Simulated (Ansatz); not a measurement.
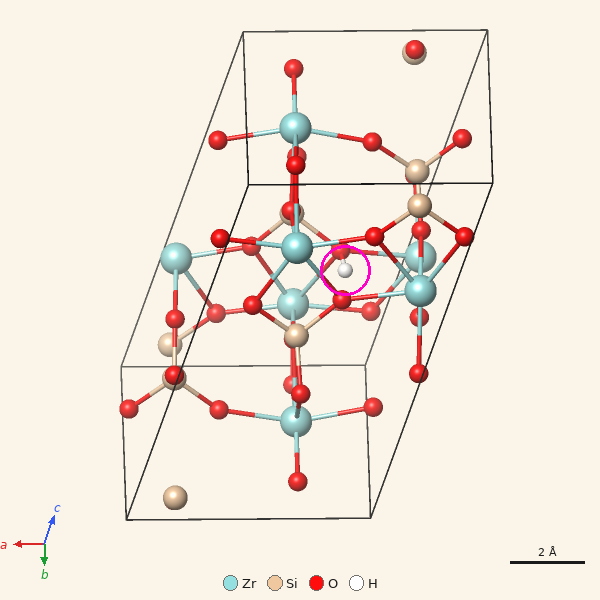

The figure gives a ball-and-stick picture of the atoms, viewed from a general direction. The wireframe shows the supercell. The host is ZrSiO$_{4}$, in a cell of 36 sites, and the cell carries a charge of +1. A ring marks the defect's site.

Describe the defect.

Answer. An interstitial hydrogen atom. It is bonded to one O at about 1.0 Å. Not all metal-metal contacts are counted.

The atoms were relaxed in the host's cell with DFT PBE, scalar-relativistic, plane waves, PAW in Ansatz.
